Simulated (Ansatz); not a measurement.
Zn15SnO16 (cell with a defect)

```
CELL_PARAMETERS angstrom
6.49862 0.00000 0.00000
-3.24931 5.62797 0.00000
0.00000 0.00000 10.41142
ATOMIC_POSITIONS crystal
Sn 0.16667 0.33333 0.26453
Zn 0.16667 0.33333 0.73924
Zn 0.16824 0.83412 0.24814
Zn 0.16029 0.83015 0.75012
Zn 0.66588 0.33176 0.24814
Zn 0.66985 0.33971 0.75012
Zn 0.66588 0.83412 0.24814
Zn 0.66985 0.83015 0.75012
Zn 0.33343 0.16657 0.98728
Zn 0.33899 0.16101 0.50770
Zn 0.33343 0.66686 0.98728
Zn 0.33899 0.67798 0.50770
Zn 0.83314 0.16657 0.98728
Zn 0.82202 0.16101 0.50770
Zn 0.83333 0.66667 0.00271
Zn 0.83333 0.66667 0.49474
O 0.33935 0.16065 0.17817
O 0.33717 0.16283 0.69667
O 0.33935 0.67870 0.17817
O 0.33717 0.67433 0.69667
O 0.82130 0.16065 0.17817
O 0.82567 0.16283 0.69667
O 0.83333 0.66667 0.19268
O 0.83333 0.66667 0.68426
O 0.16667 0.33333 0.48577
O 0.16667 0.33333 0.93283
O 0.16955 0.83478 0.43807
O 0.16093 0.83047 0.93896
O 0.66522 0.33045 0.43807
O 0.66953 0.33907 0.93896
O 0.66522 0.83478 0.43807
O 0.66953 0.83047 0.93896
```

Computed pressure about 9 GPa in this cell.

The calculation used Ansatz, DFT, PBE, plane-wave PAW, default files, scalar-relativistic.

In a PAW calculation such maps are meaningful between the atoms, not at the nuclei.

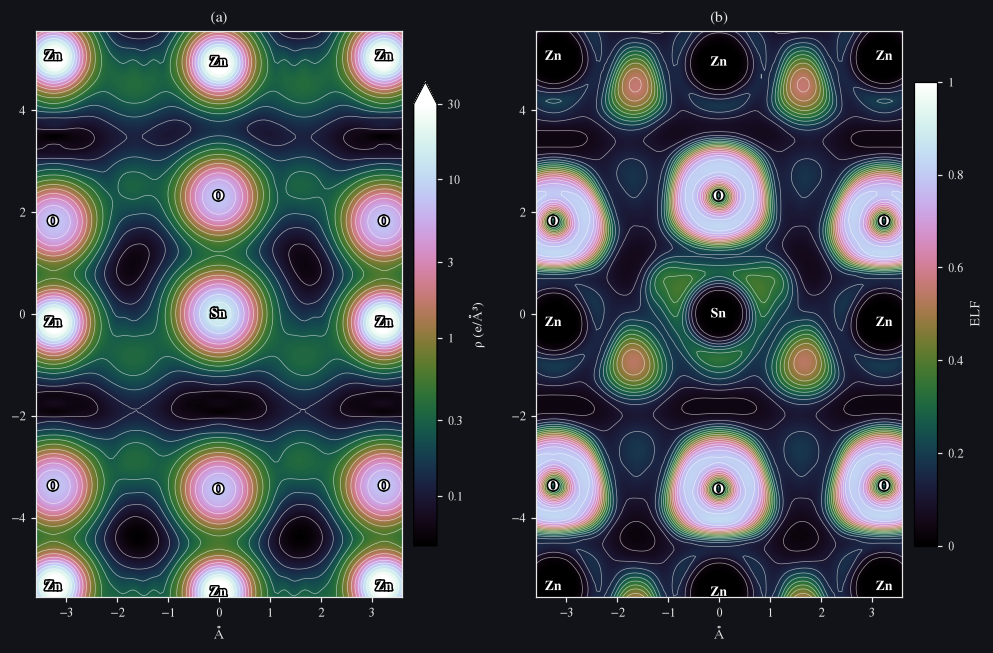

Figure 1. (a) valence electron density; (b) ELF on the (010) plane of the calculation cell.

Question: What do the fields say about this system?

Answer:
- Atoms in the plane: Sn, Zn and O.
- Atoms just off the plane (Zn, 0.9 Å away) can leave unmarked features too.
- Zn–O (1.98 Å): the density is about 0.62 e/Å³ at the midpoint; the ELF peaks at about 0.85 in the valence shell of O, 0.6 Å from its nucleus, and is about 0.25 at the midpoint: no shared electron pair shows on this line.
- Zn–O (2.02 Å): ρ at the midpoint is about 0.57 e/Å³; the ELF peaks at about 0.85 in the valence shell of O, 0.6 Å from its nucleus, and is about 0.25 at the midpoint: no localised pair shows between them.
- Sn–O (2.30 Å): the density is about 0.41 e/Å³ at the midpoint; the ELF is about 0.20 at the midpoint: no shared electron pair shows on this line.
- Between the atoms the lowest density in this plane is 0.05 e/Å³.

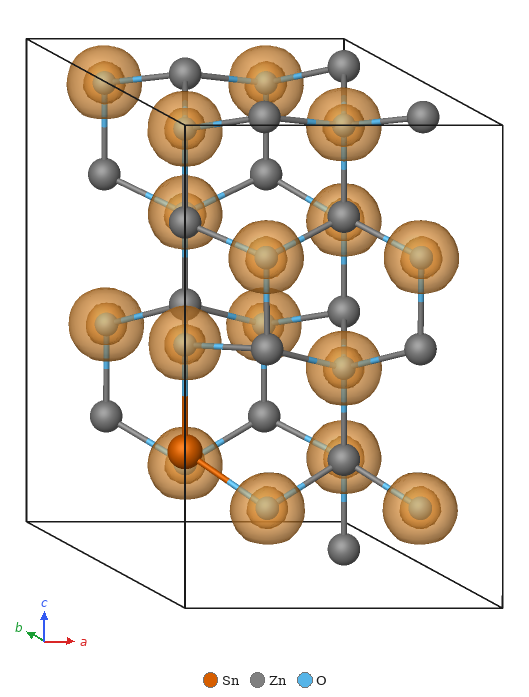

Figure 2. Isosurface of the electron localisation function at 0.75 (orange), seen at an oblique angle. Only the valence region is drawn (cores and ρ < 0.01 e/Å³ removed). Sticks mark near contacts.

Question: Where are the electrons localised?

Answer: At this value the surface marks out 16 regions wrapped around O (the valence shell of each), counted in one cell of 32 atoms. Any copies at cell faces, edges or corners count once.


Zn–O (1.95 Å): the ELF peaks at about 0.85 in the valence shell of O, 0.6 Å from its nucleus, and is about 0.25 at the midpoint; no shared electron pair shows on this line. Sn–O (2.14 Å): the ELF peaks at about 0.80 in the valence shell of O, 0.6 Å from its nucleus, and is about 0.25 at the midpoint: no shared electron pair shows on this line.
